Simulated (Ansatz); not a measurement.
**What a change does: single-point calculation on Ge**

System: Ge (P2₁/m, 8 atoms in the cell).
Method of run A: Kohn-Sham DFT of a periodic cell, PBEsol, Ansatz PAW, no spin polarisation (Ansatz 0.2.0).

The structure derives from a Materials Project entry. Text and figures count atoms from 1; the logs count them from 0 in places.

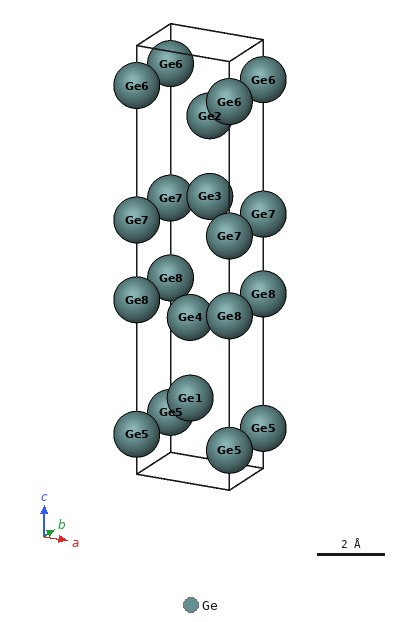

Fig. 1: The input geometry (spheres-only view of the cell of the calculation, seen slightly off an axis; atoms are numbered from 1 in the order of the input). An atom can appear more than once, as a periodic image.

Input, run A:
```yaml
crystal:
  lattice:
    - [4.0031158814, -0.0400311588, 0.0]
    - [-2.0362259412, 3.486815627, 0.0]
    - [0.0, 0.0, 13.15670686]
  atoms:
    - { symbol: Ge, position: [0.3333333333, 0.6666666667, 0.15594157] }
    - { symbol: Ge, position: [0.6666666667, 0.3333333333, 0.84405843] }
    - { symbol: Ge, position: [0.6666666667, 0.3333333333, 0.65594157] }
    - { symbol: Ge, position: [0.3333333333, 0.6666666667, 0.34405843] }
    - { symbol: Ge, position: [0.0, 0.0, 0.09314884] }
    - { symbol: Ge, position: [0.0, 0.0, 0.90685116] }
    - { symbol: Ge, position: [0.0, 0.0, 0.59314884] }
    - { symbol: Ge, position: [0.0, 0.0, 0.40685116] }
hamiltonian:
  xc: pbesol
  pseudopotentials: { kind: paw }
kpoints:
  mp_grid: { grid: [7, 7, 2] }
scf:
  occupations: { method: fermi_dirac, width: 0.05 }
output:
  forces: true
  stress: true
  eigenvalues: true
```

Command:
```bash
ansatz run input.yaml --threads 4 --pin off --max-ram 11264MiB --backend cpu --events-out ev --progress --plain --runs-dir out
```

Hardware: 4 threads of Arm Neoverse V1, 24 GiB of memory available, shared host.

Output, shortened to warnings, some set-up lines, iterations and results (run A):
```
Basis set: ecut = 420 eV, 3587 PW (Γ), exchange–correlation on 54×54×180 points (8 copies of the dense FFT grid, shifted against one another)
Symmetry: 4 space group operations
k-points: 50 of 98
Initial density: superposition of atomic densities (neutral atoms: chi_scale 0, normalization atom), corrected by the library's trained network
[...]
SCF iter   1: F=—  HF=-34027.868532 eV  |F-HF|=—  |Δ(HF+E_count)|=         —  Δρ=2.41e-3  dr2=1.32e-2  ethr=1.77e-3  ⟨swp⟩=6.0  Hψ=11878  notcnv=0  defer=1
SCF iter   2: F=—  HF=-34027.863166 eV  |F-HF|=—  |Δ(HF+E_count)|=   5.37e-3  Δρ=8.83e-4  dr2=5.02e-3  ethr=1.18e-5  ⟨swp⟩=2.0  Hψ=7082  notcnv=0  defer=232
SCF iter   3: F=—  HF=-34027.862802 eV  |F-HF|=—  |Δ(HF+E_count)|=   3.64e-4  Δρ=7.49e-4  dr2=5.03e-3  ethr=4.48e-6  ⟨swp⟩=2.0  Hψ=6329  notcnv=0  defer=232
SCF iter   4: F=—  HF=-34027.861726 eV  |F-HF|=—  |Δ(HF+E_count)|=   1.08e-3  Δρ=3.06e-4  dr2=5.41e-4  ethr=4.48e-6  ⟨swp⟩=2.0  Hψ=3658  notcnv=0  defer=232
SCF iter   5: F=—  HF=-34027.861577 eV  |F-HF|=—  |Δ(HF+E_count)|=   1.49e-4  Δρ=5.76e-5  dr2=3.45e-5  ethr=4.83e-7  ⟨swp⟩=2.8  Hψ=5998  notcnv=0  defer=232
SCF iter   6: F=—  HF=-34027.861466 eV  |F-HF|=—  |Δ(HF+E_count)|=   1.11e-4  Δρ=5.88e-6  dr2=2.68e-7  ethr=3.08e-8  ⟨swp⟩=2.0  Hψ=3709  notcnv=0  defer=232
SCF iter   7: F=-34027.861466 eV  HF=-34027.861467 eV  |F-HF|=1.36e-8  |Δ(HF+E_count)|=   2.36e-8  Δρ=2.65e-6  dr2=1.00e-8  ethr=8.93e-11  ⟨swp⟩=8.3  Hψ=14060  notcnv=0
SCF 1 converged in 7 iterations: F = -34027.861466 eV  dr2 = 1.00e-8
SCF converged after 7 iterations
Free energy (F): -34027.861466 eV
Harris-Foulkes:  -34027.861467 eV  (|F-HF|=1.36e-8)
Internal energy: -34027.857887 eV  (E = F + TS)
E sigma→0 (E₀):  -34027.859677 eV
Entropy (-TS):   -0.003580 eV (-0.447 meV/atom)
Fermi energy:    8.369837 eV
--- Per-component energies (eV) ---
  E_band       = -1220.327280
  E_kinetic    = 892.185834
  E_local      = -19838.789210  (includes V_loc(G=0)·N_el)
  E_nonlocal   = 3361.338686
  E_hartree    = 8694.746827
  E_xc         = -599.584263
  E_vxc        = -517.656414  (∫ρ·V_xc dr)
  E_paw        = -15833.209729  (= ΣΔE_a)
  E_vpaw       = -2506.902612  (= ΣTr[D̂ρ^β])
  E_aug_tail   = 0.002511  (compensation charges beyond the density's cutoff)
  E_ewald      = -10711.892032
  E_core_change = 7.343490  (= ΣΔE_core)
  E_smearing   = -0.003580  (= −TS)
  E_closure    = -0.000000  (closes the sum)
  Σ components = -34027.861466   (vs F -34027.861466, Δ=0.00e0)
--- Forces (eV/Å), atoms counted from 1 ---
  atom   1  Ge    -0.14496719    -0.00527655    -0.00180688
  atom   2  Ge     0.14496719     0.00527655     0.00180688
  atom   3  Ge     0.14496719     0.00527655    -0.00180688
  atom   4  Ge    -0.14496719    -0.00527655     0.00180688
  atom   5  Ge     0.14414284     0.00527792     0.00538397
  atom   6  Ge    -0.14414284    -0.00527792    -0.00538397
  atom   7  Ge    -0.14414284    -0.00527792     0.00538397
  atom   8  Ge     0.14414284     0.00527792    -0.00538397
  max |Σ_I F_I| component: 8.67e-19 eV/Å
--- Stress (GPa, compression-positive) ---
        0.207797       1.334359       0.000000
        1.334359       0.193459      -0.000000
        0.000000      -0.000000      -0.212465
  P = ⅓ Tr σ = 0.0629 GPa (0.629 kbar)
```

The input of run B differs as follows (lines with − go, lines with + come):
```diff
-    - [4.0031158814, -0.0400311588, 0.0]
-    - [-2.0362259412, 3.486815627, 0.0]
+    - [4.0031158814, -0.0800623176, 0.0]
+    - [-2.0708939417, 3.5068312064, 0.0]
```

Predict how the results change.

With the same functional and potentials, run B lies 5.7 meV per atom higher. The largest force goes from 0.145 to 0.291 eV/Å. The number of SCF iterations is the same. The plane waves at Γ go from 3587 to 3571.

Output, shortened to warnings, some set-up lines, iterations and results (run B):
```
Basis set: ecut = 420 eV, 3571 PW (Γ), exchange–correlation on 54×60×180 points (8 copies of the dense FFT grid, shifted against one another)
Symmetry: 4 space group operations
k-points: 50 of 98
Initial density: superposition of atomic densities (neutral atoms: chi_scale 0, normalization atom), corrected by the library's trained network
[...]
SCF iter   1: F=—  HF=-34027.822791 eV  |F-HF|=—  |Δ(HF+E_count)|=         —  Δρ=2.38e-3  dr2=1.28e-2  ethr=1.77e-3  ⟨swp⟩=6.1  Hψ=11928  notcnv=0  defer=11
SCF iter   2: F=—  HF=-34027.817237 eV  |F-HF|=—  |Δ(HF+E_count)|=   5.55e-3  Δρ=8.44e-4  dr2=4.61e-3  ethr=1.14e-5  ⟨swp⟩=2.0  Hψ=7115  notcnv=0  defer=225
SCF iter   3: F=—  HF=-34027.816915 eV  |F-HF|=—  |Δ(HF+E_count)|=   3.22e-4  Δρ=7.24e-4  dr2=4.64e-3  ethr=4.11e-6  ⟨swp⟩=2.0  Hψ=6328  notcnv=0  defer=225
SCF iter   4: F=—  HF=-34027.815928 eV  |F-HF|=—  |Δ(HF+E_count)|=   9.87e-4  Δρ=3.00e-4  dr2=5.22e-4  ethr=4.11e-6  ⟨swp⟩=2.0  Hψ=3654  notcnv=0  defer=225
SCF iter   5: F=—  HF=-34027.815785 eV  |F-HF|=—  |Δ(HF+E_count)|=   1.43e-4  Δρ=5.72e-5  dr2=3.41e-5  ethr=4.66e-7  ⟨swp⟩=2.9  Hψ=6017  notcnv=0  defer=225
SCF iter   6: F=—  HF=-34027.815755 eV  |F-HF|=—  |Δ(HF+E_count)|=   3.02e-5  Δρ=5.85e-6  dr2=2.81e-7  ethr=3.05e-8  ⟨swp⟩=2.0  Hψ=3705  notcnv=0  defer=225
SCF iter   7: F=-34027.815755 eV  HF=-34027.815755 eV  |F-HF|=1.18e-8  |Δ(HF+E_count)|=   2.02e-8  Δρ=2.52e-6  dr2=9.28e-9  ethr=8.93e-11  ⟨swp⟩=8.3  Hψ=13721  notcnv=0
SCF 1 converged in 7 iterations: F = -34027.815755 eV  dr2 = 9.28e-9
SCF converged after 7 iterations
Free energy (F): -34027.815755 eV
Harris-Foulkes:  -34027.815755 eV  (|F-HF|=1.18e-8)
Internal energy: -34027.811821 eV  (E = F + TS)
E sigma→0 (E₀):  -34027.813788 eV
Entropy (-TS):   -0.003934 eV (-0.492 meV/atom)
Fermi energy:    8.359258 eV
--- Per-component energies (eV) ---
  E_band       = -1220.027638
  E_kinetic    = 892.261971
  E_local      = -19839.165890  (includes V_loc(G=0)·N_el)
  E_nonlocal   = 3361.320131
  E_hartree    = 8695.021171
  E_xc         = -599.620393
  E_vxc        = -517.699610  (∫ρ·V_xc dr)
  E_paw        = -15833.148884  (= ΣΔE_a)
  E_vpaw       = -2506.790081  (= ΣTr[D̂ρ^β])
  E_aug_tail   = 0.002538  (compensation charges beyond the density's cutoff)
  E_ewald      = -10711.825956
  E_core_change = 7.343490  (= ΣΔE_core)
  E_smearing   = -0.003934  (= −TS)
  E_closure    = -0.000000  (closes the sum)
  Σ components = -34027.815755   (vs F -34027.815755, Δ=0.00e0)
--- Forces (eV/Å), atoms counted from 1 ---
  atom   1  Ge    -0.29041808    -0.02127795     0.00616779
  atom   2  Ge     0.29041808     0.02127795    -0.00616779
  atom   3  Ge     0.29041808     0.02127795     0.00616779
  atom   4  Ge    -0.29041808    -0.02127795    -0.00616779
  atom   5  Ge     0.28863072     0.02134728    -0.00440453
  atom   6  Ge    -0.28863072    -0.02134728     0.00440453
  atom   7  Ge    -0.28863072    -0.02134728    -0.00440453
  atom   8  Ge     0.28863072     0.02134728     0.00440453
  max |Σ_I F_I| component: 1.73e-18 eV/Å
--- Stress (GPa, compression-positive) ---
        0.354815       2.667633       0.000000
        2.667633       0.300193       0.000000
        0.000000       0.000000      -0.197756
  P = ⅓ Tr σ = 0.1524 GPa (1.524 kbar)
```

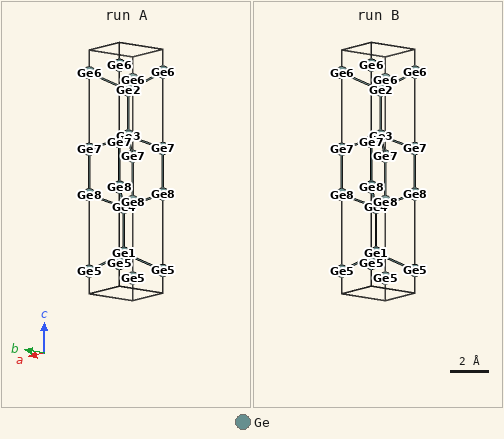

Fig. 2: The two input geometries at one scale (ball-and-stick view of the cell of the calculation, seen at an oblique angle). No atom moves by more than 0.005 Å relative to the cell. The drawn cell changes at constant volume: a 4.003 → 4.004 Å (0.0 %), b 4.038 → 4.073 Å (+0.9 %), c stays at 13.157 Å, γ 120.9° → 121.7°. Among the contacts that change: Ge1–Ge5 2.473 → 2.492 Å.

The two runs side by side:

```csv
quantity,run A,run B
outcome,converged,converged
free energy per atom (eV),−4253.4827,−4253.4770
"energy per atom, smearing taken to zero (eV)",−4253.4825,−4253.4767
pressure (GPa),0.06,0.15
volume per atom (Å³),22.82,22.81
largest force (eV/Å),0.145,0.291
SCF iterations,7,7
irreducible k-points,50,50
plane waves at Γ,3587,3571
wall time (shared host),6.8 s,6.8 s
```
